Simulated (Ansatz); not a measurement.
# Geometry relaxation of C (part 2 of 2)

Continued. System: C (slab, 10 atoms in the cell). Method: DFT PBE, scalar-relativistic, plane waves, PAW, PAW set soft_1, no spin polarisation (Ansatz 0.2.0); cutoff 420 eV, 10×8×1 k-mesh, Gaussian smearing of 0.05 eV. The structure derives from an entry of the Crystallography Open Database. The input holds or restrains some coordinates. Forces given for the steps count only the free coordinates.

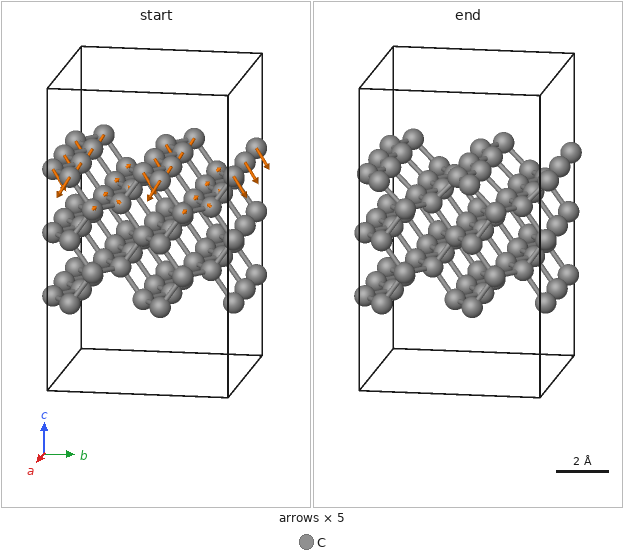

Before (left) and after (right) the restrained relaxation, at one scale (ball-and-stick view of the 3 × 2 repeat of the cell, with the vacuum cut short, seen slightly off an axis). The orange arrows give the displacements, magnified 5 times. The energy falls by 0.859 eV per cell of the calculation in 5 geometry steps. Largest force component: 4.4 eV/Å at the start, 0.0089 eV/Å at the end. The largest moves, 0.20 Å, are those of C9 and C10. The lattice vectors keep their values. Distances before and after: C9–C10 1.547 → 1.435 Å, C7–C10 1.547 → 1.481 Å, C5–C8 1.547 → 1.600 Å, C7–C8 1.547 → 1.508 Å. Among the angles that change: C9–C10–C9 109.5° → 123.2°, C6–C7–C10 109.5° → 100.0°, C8–C7–C8 109.5° → 113.8°. (Atoms are counted from 1 in the order of the input.)

```
WARN: The output density's exchange-correlation potential varies sharply where the density is thin. Do not read a vacuum level from v_tot or v_xc, or from such a field of the output density. On a cell that repeats whose density bears no net charge and no dipole along the vacuum's axis use v_es (v_loc + v_h of the components); under efield.dipole_correction with no amplitude use v_es + v_field, which holds any external_charges[].barrier, or the levels of the report's work_function block, which leave it out; under a non-zero efield.amplitude the vacuum is tilted and has no level; on a cell that repeats and bears such a dipole with no correction it is tilted too, and efield.dipole_correction with no amplitude gives each side of its ramp a level where efield: is served; in a cell that repeats whose density bears a net charge (total_charge, or a fill off its count) it is curved and has none; of a slab under crystal.periodic whose density bears no net charge use v_es, which has a level on each side, short of where the two are joined; of another it falls or rises all the way out and has none; of a slab beside external_charges read slab_vacuum_level instead, which it has where they leave it neutral. The grid or the basis barely resolves most such structure, and the values can differ between equally converged runs; as a rule a tighter scf.convergence.dr2_threshold does not remove it. Where the density itself ripples (under the LDA too) a higher basis.ecutwfc lessens it. The files hold the spikes' plane waves up to the density's cutoff. Files: v_tot_of_output_density and the like, and their columns of v_z.tsv (output.write_potential); v_xc_of_output_density and the like, and their columns of v_comp_z.tsv (output.write_potential_components). Measured: with its Gaussian average of σ = 0.25 Å subtracted twice, the exchange-correlation potential is over 0.1 eV at 8 of the grid points where the equally averaged density (valence and model cores) is under 1e-3 e/Å³, and 0.142 eV at the most among them, at an averaged density of 6.8e-8 e/Å³. The input density's (outcome.potential() and, of a run that writes arrays, v_tot and v_xc) is over 0.1 eV, so measured, at 284 points of its own thin density, 0.149 eV at the most. See output.write_potential in the manual, Limitations
SCF converged after 5 iterations
Free energy (F): -2501.411068 eV
Harris-Foulkes:  -2501.411068 eV  (|F-HF|=5.70e-8)
Internal energy: -2501.408581 eV  (E = F + TS)
E sigma→0 (E₀):  -2501.409825 eV
Entropy (-TS):   -0.002488 eV (-0.249 meV/atom)
Fermi energy:    0.623877 eV
Dipole field:    D = 0.032719 V/Å  (p = 0.031070 e·Å, saw-weighted, corrected)
Work function:   Φ+ = 5.4256 eV   Φ− = 6.0490 eV
Levels:          The Fermi level and band energies are counted from a zero that moves with the ramp; work functions are not
--- Per-component energies (eV) ---
  E_band       = -326.250367
  E_kinetic    = 882.402583
  E_local      = -23853.568449  (includes V_loc(G=0)·N_el)
  E_nonlocal   = 231.566928
  E_hartree    = 11534.440403
  E_xc         = -470.194520
  E_vxc        = -579.813930  (∫ρ·V_xc dr)
  E_paw        = -998.684129  (= ΣΔE_a)
  E_vpaw       = -75.743902  (= ΣTr[D̂ρ^β])
  E_aug_tail   = 0.000199  (compensation charges beyond the density's cutoff)
  E_efield     = 0.000508  (sawtooth field / dipole correction)
  E_vefield    = 0.039916  (∫n·V_field dr)
  E_ewald      = 10172.627897
  E_smearing   = -0.002488  (= −TS)
  E_closure    = -0.000000  (closes the sum)
  Σ components = -2501.411068   (vs F -2501.411068, Δ=0.00e0)
--- Forces (eV/Å), atoms counted from 1 ---
  atom   1  C      0.00000000     4.28701751     1.04171063
  atom   2  C      0.00000000    -4.28701751     1.04171063
  atom   3  C      0.00000000     1.05126869    -1.05003550
  atom   4  C      0.00000000    -1.05126869    -1.05003550
  atom   5  C      0.00000000     0.00178620     0.00638573
  atom   6  C      0.00000000    -0.00178620     0.00638573
  atom   7  C      0.00000000     0.00235520     0.00100500
  atom   8  C      0.00000000    -0.00235520     0.00100500
  atom   9  C      0.00000000     0.00886317     0.00102800
  atom  10  C      0.00000000    -0.00886317     0.00102800
  max |Σ_I F_I| component: 1.88e-4 eV/Å
--- Band table (eV; the first three rows and the last of 30) ---
  k-point 0: bands = ["-20.8033", "-18.9355", "-15.8980", "-13.1318", "-12.4225", "-12.1042", "-10.3890", "-8.1438", "-7.3776", "-7.0950", "-6.2262", "-5.3945", "-4.7894", "-4.3232", "-3.1908", "-2.8563", "-1.4691", "-0.7097", "-0.1914", "0.7298", "2.1193", "3.9706", "5.3063", "5.4822", "6.1502", "6.7131", "6.8190", "6.8361", "7.3888", "8.0111"]
  k-point 1: bands = ["-20.6615", "-18.7994", "-15.7965", "-14.1823", "-13.3862", "-10.7932", "-10.3625", "-8.5853", "-7.2150", "-6.2423", "-6.1006", "-5.6935", "-4.6878", "-3.8758", "-3.2937", "-2.8618", "-1.6673", "-0.5108", "-0.2577", "0.3815", "2.0230", "3.5305", "5.3066", "5.7563", "6.3224", "6.9169", "7.0887", "7.1643", "7.6137", "7.8831"]
  k-point 2: bands = ["-20.2379", "-18.3946", "-15.8353", "-15.5235", "-14.4094", "-10.7893", "-10.0840", "-8.5009", "-6.5771", "-5.7322", "-5.7152", "-5.4014", "-4.3961", "-3.4513", "-2.9417", "-2.7718", "-2.1934", "-1.1804", "-0.1991", "0.3968", "1.5639", "2.6930", "5.5096", "6.3495", "6.7868", "7.2514", "7.5439", "7.7240", "8.0395", "8.2337"]
  k-point 29: bands = ["-15.0936", "-15.0936", "-13.4658", "-13.4658", "-12.9245", "-12.9245", "-11.6316", "-11.6316", "-10.8679", "-10.8679", "-7.1039", "-7.1039", "-6.2491", "-6.2491", "-4.5078", "-4.5078", "-3.6758", "-3.6758", "0.4589", "0.4589", "1.2756", "1.2756", "8.3799", "8.3799", "9.5657", "9.5657", "9.8909", "9.8909", "10.8595", "10.8595"]
--- Relaxed structure (6 steps of the walk, 6 accepted, 0 SCFs on fresh bases) ---
  F+E_penalty+E_count = -2501.41106843 eV   max|allowed force component| = 8.863e-3 eV/Å
  atoms:
    - { symbol: C, position: [0.5, 0.0, 0.3674360832] }
    - { symbol: C, position: [0.0, 0.25, 0.3674360832] }
    - { symbol: C, position: [0.0, 0.5, 0.4337180416] }
    - { symbol: C, position: [0.5, 0.75, 0.4337180416] }
    - { symbol: C, position: [0.5, 0.0024640199915069655, 0.49968993827546404] }
    - { symbol: C, position: [-1.9065093070820806e-35, 0.247535980008493, 0.49968993827546404] }
    - { symbol: C, position: [3.431716752747745e-34, 0.5097084338491078, 0.5678138782018901] }
    - { symbol: C, position: [0.5, 0.7402915661508921, 0.5678138782018901] }
    - { symbol: C, position: [0.5, 0.02949319317219717, 0.6235411968102671] }
    - { symbol: C, position: [1.5252074456656645e-34, 0.22050680682780285, 0.6235411968102671] }
```

Trajectory as extended XYZ (Å, eV, eV/Å), 6 frames, from step=1 to step=6:
```
10
Lattice="2.5255 0.0000 0.0000 0.0000 3.5715 0.0000 0.0000 0.0000 19.0509" Properties=species:S:1:pos:R:3:forces:R:3 step=1 energy=-2500.55180
C     1.2627    0.0000    7.0000    0.0000   4.4105   1.1541
C     0.0000    0.8929    7.0000    0.0000  -4.4105   1.1541
C     0.0000    1.7858    8.2627    0.0000   1.0353  -1.1179
C     1.2627    2.6787    8.2627    0.0000  -1.0353  -1.1179
C     1.2627    0.0000    9.5255    0.0000   0.7750   0.0000
C     0.0000    0.8929    9.5255    0.0000  -0.7750   0.0000
C     0.0000    1.7858   10.7882    0.0000   1.0353   1.1179
C     1.2627    2.6787   10.7882    0.0000  -1.0353   1.1179
C     1.2627    0.0000   12.0509    0.0000   4.4105  -1.1541
C     0.0000    0.8929   12.0509    0.0000  -4.4105  -1.1541
10
Lattice="2.5255 0.0000 0.0000 0.0000 3.5715 0.0000 0.0000 0.0000 19.0509" Properties=species:S:1:pos:R:3:forces:R:3 step=2 energy=-2501.17653
C     1.2627    0.0000    7.0000    0.0000   4.3197   1.0828
C     0.0000    0.8929    7.0000    0.0000  -4.3197   1.0828
C     0.0000    1.7858    8.2627    0.0000   1.0156  -1.1213
C     1.2627    2.6787    8.2627    0.0000  -1.0156  -1.1213
C     1.2627    0.0052    9.5225    0.0000   0.4126  -0.1783
C     0.0000    0.8877    9.5225    0.0000  -0.4126  -0.1783
C     0.0000    1.7997   10.7794    0.0000   0.7786   1.1750
C     1.2627    2.6647   10.7794    0.0000  -0.7786   1.1750
C     1.2627    0.0629   11.9600    0.0000   1.9649  -0.9583
C     0.0000    0.8300   11.9600    0.0000  -1.9649  -0.9583
10
Lattice="2.5255 0.0000 0.0000 0.0000 3.5715 0.0000 0.0000 0.0000 19.0509" Properties=species:S:1:pos:R:3:forces:R:3 step=3 energy=-2501.28591
C     1.2627    0.0000    7.0000    0.0000   4.2175   1.0451
C     0.0000    0.8929    7.0000    0.0000  -4.2175   1.0451
C     0.0000    1.7858    8.2627    0.0000   1.0197  -0.8863
C     1.2627    2.6787    8.2627    0.0000  -1.0197  -0.8863
C     1.2627    0.0073    9.5296    0.0000  -0.0493  -0.2448
C     0.0000    0.8856    9.5296    0.0000   0.0493  -0.2448
C     0.0000    1.8334   10.8512    0.0000  -0.1159  -1.1071
C     1.2627    2.6311   10.8512    0.0000   0.1159  -1.1071
C     1.2627    0.1252   11.8172    0.0000  -0.5452   1.1930
C     0.0000    0.7677   11.8172    0.0000   0.5452   1.1930
10
Lattice="2.5255 0.0000 0.0000 0.0000 3.5715 0.0000 0.0000 0.0000 19.0509" Properties=species:S:1:pos:R:3:forces:R:3 step=4 energy=-2501.39503
C     1.2627    0.0000    7.0000    0.0000   4.3005   1.0149
C     0.0000    0.8929    7.0000    0.0000  -4.3005   1.0149
C     0.0000    1.7858    8.2627    0.0000   1.1357  -1.0870
C     1.2627    2.6787    8.2627    0.0000  -1.1357  -1.0870
C     1.2627    0.0130    9.5086    0.0000  -0.2194   0.4512
C     0.0000    0.8798    9.5086    0.0000   0.2194   0.4512
C     0.0000    1.8155   10.8359    0.0000   0.2472  -0.1749
C     1.2627    2.6490   10.8359    0.0000  -0.2472  -0.1749
C     1.2627    0.1048   11.9058    0.0000  -0.0323  -0.2031
C     0.0000    0.7881   11.9058    0.0000   0.0323  -0.2031
10
Lattice="2.5255 0.0000 0.0000 0.0000 3.5715 0.0000 0.0000 0.0000 19.0509" Properties=species:S:1:pos:R:3:forces:R:3 step=5 energy=-2501.41022
C     1.2627    0.0000    7.0000    0.0000   4.2863   1.0362
C     0.0000    0.8929    7.0000    0.0000  -4.2863   1.0362
C     0.0000    1.7858    8.2627    0.0000   1.0494  -1.0885
C     1.2627    2.6787    8.2627    0.0000  -1.0494  -1.0885
C     1.2627    0.0092    9.5178    0.0000  -0.0109  -0.0260
C     0.0000    0.8837    9.5178    0.0000   0.0109  -0.0260
C     0.0000    1.8219   10.8103    0.0000  -0.0948   0.0577
C     1.2627    2.6426   10.8103    0.0000   0.0948   0.0577
C     1.2627    0.1039   11.8725    0.0000   0.1073   0.0200
C     0.0000    0.7890   11.8725    0.0000  -0.1073   0.0200
10
Lattice="2.5255 0.0000 0.0000 0.0000 3.5715 0.0000 0.0000 0.0000 19.0509" Properties=species:S:1:pos:R:3:forces:R:3 step=6 energy=-2501.41107
C     1.2627    0.0000    7.0000    0.0000   4.2870   1.0417
C     0.0000    0.8929    7.0000    0.0000  -4.2870   1.0417
C     0.0000    1.7858    8.2627    0.0000   1.0513  -1.0500
C     1.2627    2.6787    8.2627    0.0000  -1.0513  -1.0500
C     1.2627    0.0088    9.5196    0.0000   0.0018   0.0064
C     0.0000    0.8841    9.5196    0.0000  -0.0018   0.0064
C     0.0000    1.8204   10.8174    0.0000   0.0024   0.0010
C     1.2627    2.6440   10.8174    0.0000  -0.0024   0.0010
C     1.2627    0.1053   11.8790    0.0000   0.0089   0.0010
C     0.0000    0.7876   11.8790    0.0000  -0.0089   0.0010
```

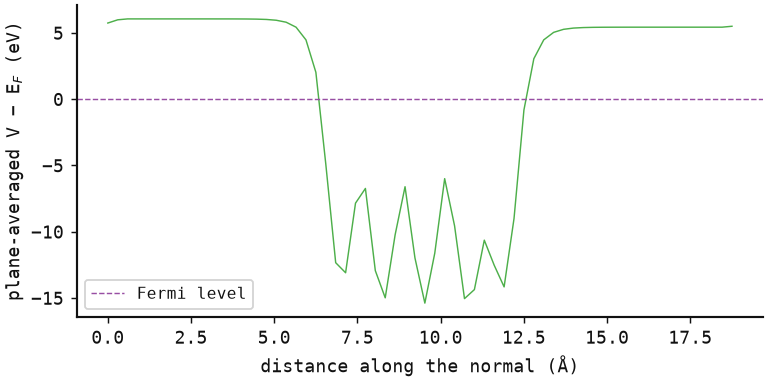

Plane average of the electrostatic potential energy of an electron across the cell, from the Fermi level. The vacuum level lies 5.43 eV above the Fermi level on the upper side and 6.05 eV on the lower.

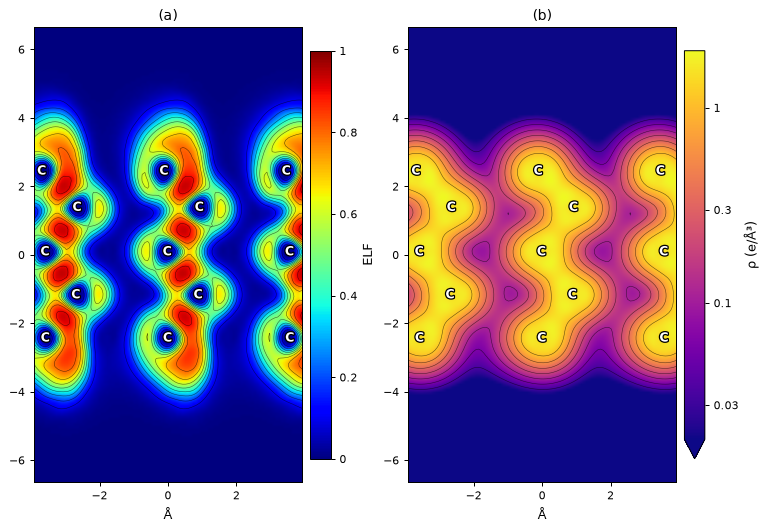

(a) ELF; (b) valence charge density (pseudo) on the (100) plane of the calculation cell, a cut from vacuum to vacuum. C–C (1.48 Å): ρ at the midpoint is about 1.8 e/Å³; the ELF peaks at about 0.95 between the atoms, as expected for localised, shared-pair bonding. C–C (1.55 Å): ρ is about 1.5 e/Å³ halfway; the ELF peaks at about 0.95 between the atoms (a covalent bond). C–C (1.60 Å): ρ is about 1.4 e/Å³ halfway; the ELF peaks at about 0.95 between the atoms, which marks a shared electron pair. The density dies away to nearly zero in the vacuum. Core electrons are frozen (PAW), so the fields are smoothed inside the atomic spheres.

This output came from the following input.

The input:
```yaml
crystal:
  lattice:
    - [2.5254662241, 0.0, 0.0]
    - [0.0, 3.5715485855, 0.0]
    - [0.0, 0.0, 19.0509324483]
  atoms:
    - { symbol: C, position: [0.5, 0.0, 0.3674360832] }
    - { symbol: C, position: [0.0, 0.25, 0.3674360832] }
    - { symbol: C, position: [0.0, 0.5, 0.4337180416] }
    - { symbol: C, position: [0.5, 0.75, 0.4337180416] }
    - { symbol: C, position: [0.5, 0.0, 0.5] }
    - { symbol: C, position: [0.0, 0.25, 0.5] }
    - { symbol: C, position: [0.0, 0.5, 0.5662819584] }
    - { symbol: C, position: [0.5, 0.75, 0.5662819584] }
    - { symbol: C, position: [0.5, 0.0, 0.6325639168] }
    - { symbol: C, position: [0.0, 0.25, 0.6325639168] }
basis:
  ecutwfc: 420
kpoints:
  mp_grid: { grid: [10, 8, 1] }
hamiltonian:
  xc: pbe
  pseudopotentials: { kind: paw, azcp: { folder: soft_1 } }
scf:
  occupations: { method: gaussian, width: 0.05 }
output:
  forces: true
  eigenvalues: true
  write_density: true
  write_potential: true
  elf: true
  volumetric_format: npy
relax:
  adjacent_minimum: "off"
  f_tol: 0.03
  max_steps: 50
  constraints: [{ sites: [0, 1, 2, 3] }]
efield:
  axis: 3
  dipole_correction: true
  ramp_width: 0.04
```

Launch command:
```bash
ansatz run input.yaml --threads 2 --pin off --max-ram 6144MiB --backend cpu --events-out ev --progress --plain --runs-dir out
```

Key numbers:

```json
{"quantity": "outcome", "value": "converged under the restraints of the input"}
{"quantity": "electrons treated", "value": "40"}
{"quantity": "free energy", "value": "−2501.4111 eV"}
{"quantity": "work function, top face", "value": "5.43 eV"}
{"quantity": "work function, bottom face", "value": "6.05 eV"}
{"quantity": "Fermi energy", "value": "0.624 eV"}
{"quantity": "gap on the k-point mesh", "value": "none (metallic)"}
{"quantity": "final volume", "value": "171.84 Å³"}
{"quantity": "work function (upper face)", "value": "5.43 eV"}
{"quantity": "largest force (length of the vector) at the end, held atoms and coordinates included", "value": "4.412 eV/Å"}
{"quantity": "hardware", "value": "2 threads of Arm Neoverse V1, 24 GiB of memory available, shared host"}
{"quantity": "wall time", "value": "61 s (CPU time 2 min)"}
{"quantity": "peak memory", "value": "0.43 GiB"}
```

Notes:

Warnings of the run: the exchange-correlation potential is rough where the density is thin.
